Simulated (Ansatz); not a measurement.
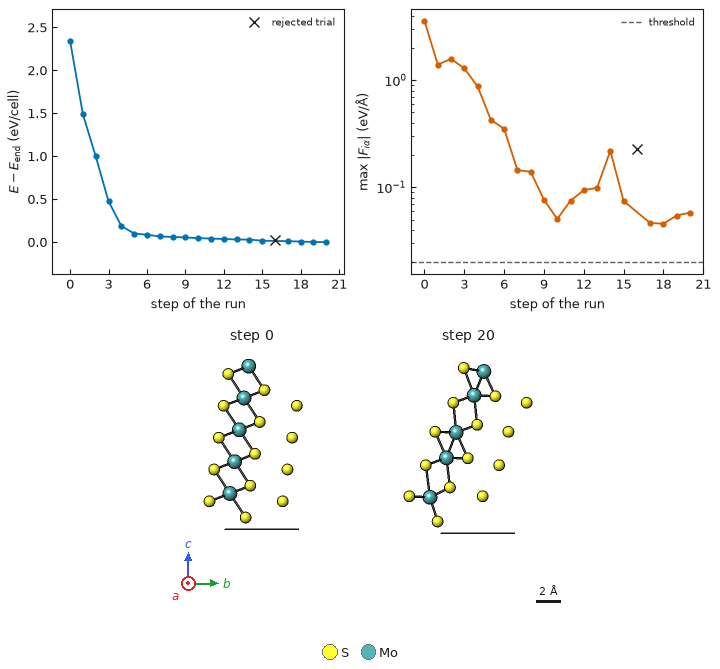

First and last geometry of a relaxation of a slab of composition MoS₂ (cut from the R-3m phase), with the history of the run. Style: ball-and-stick. Shown: the 3 × 1 repeat of the cell, outlined in the plane, without the vacuum, along the a axis.

Case: (1 0 1) slab, atoms relaxed. The slab is the (1 0 1) face of MoS2.

Method: DFT PBEsol, scalar-relativistic, plane waves, PAW (Ansatz 0.2.0).

The input:
```yaml
crystal:
  lattice:
    - [3.1204068994, 0.0, 0.0]
    - [-1.5602034497, 6.1523258013, 0.0]
    - [0.0, 0.0, 27.7094872525]
  atoms:
    - { symbol: S, position: [0.639433734, 0.2788674681, 0.2706654198] }
    - { symbol: S, position: [0.8927216588, 0.7854433177, 0.319742744] }
    - { symbol: Mo, position: [0.5321553929, 0.0643107858, 0.3434408039] }
    - { symbol: S, position: [0.1715891269, 0.3431782539, 0.3671388639] }
    - { symbol: S, position: [0.4248770517, 0.8497541035, 0.416216188] }
    - { symbol: Mo, position: [0.0643107858, 0.1286215716, 0.439914248] }
    - { symbol: S, position: [0.7037445198, 0.4074890396, 0.4636123079] }
    - { symbol: S, position: [0.9570324446, 0.9140648893, 0.5126896321] }
    - { symbol: Mo, position: [0.5964661787, 0.1929323573, 0.5363876921] }
    - { symbol: S, position: [0.2358999127, 0.4717998254, 0.560085752] }
    - { symbol: S, position: [0.4891878375, 0.978375675, 0.6091630762] }
    - { symbol: Mo, position: [0.1286215716, 0.2572431431, 0.6328611361] }
    - { symbol: S, position: [0.7680553056, 0.5361106112, 0.6565591961] }
    - { symbol: S, position: [0.0213432304, 0.0426864608, 0.7056365202] }
    - { symbol: Mo, position: [0.6607769644, 0.3215539289, 0.7293345802] }
basis:
  ecutwfc: 420
kpoints:
  mp_grid: { grid: [11, 6, 1] }
hamiltonian:
  xc: pbesol
scf:
  occupations: { method: gaussian, width: 0.1 }
output:
  forces: true
  eigenvalues: true
  write_density: true
  write_potential: true
  elf: true
  volumetric_format: npy
relax:
  adjacent_minimum: "off"
  f_tol: 0.02
  max_steps: 60
efield:
  axis: 3
  dipole_correction: true
  ramp_width: 0.04
```

Command:
```bash
ansatz run input.yaml --threads 2 --pin off --max-ram 5120MiB --backend cpu --events-out ev --progress --plain --runs-dir out
```

> Did the run converge, and what did it change?

The run was cut off at its time limit before the relaxation converged, so the last structure is only a point on the way. After 19 accepted moves (20 points after the start) the energy has fallen by 2.343 eV per cell of the calculation. The largest force component goes from 3.6 to 0.058 eV/Å. The line search rejected the trial step at point 16 of the run. S1 moves most relative to the layer's centre: 2.04 Å at 81° to the normal (−c side). By element the largest moves are S 2.04 Å, Mo 1.67 Å. The cell doesn't change. Some distances before and after: Mo12–Mo15 3.120 → 2.665 Å, Mo6–Mo9 3.120 → 2.770 Å, Mo3–S5 2.410 → 2.725 Å, S1–Mo3 2.410 → 2.127 Å. Among the angles between lasting bonds that change: Mo3–S4–Mo6 80.7° → 105.0°, S4–Mo3–S5 99.3° → 75.5°, S4–Mo3–S5 99.3° → 75.5°. The run took 47 min on 2 threads of Arm Neoverse V2 (shared host), peak memory 1.6 GiB.

```
step  E − E(0), meV/atom  largest force component, eV/Å      note
   0                0.00                         3.5806          
   1              -56.97                         1.4003          
   2              -89.58                         1.5802          
   3             -124.50                         1.2892          
   4             -143.69                         0.8745          
   5             -149.55                         0.4261          
   6             -150.46                         0.3517          
   7             -151.83                         0.1449          
   8             -152.20                         0.1396          
   9             -152.57                         0.0766          
  10             -153.11                         0.0507          
  11             -153.45                         0.0751          
  12             -153.77                         0.0942          
  13             -154.14                         0.0991          
  14             -154.27                         0.2198          
  15             -155.07                         0.0745          
  16             -154.64                         0.2278  rejected
  17             -155.49                         0.0465          
  18             -155.76                         0.0458          
  19             -156.08                         0.0546          
  20             -156.21                         0.0582
```
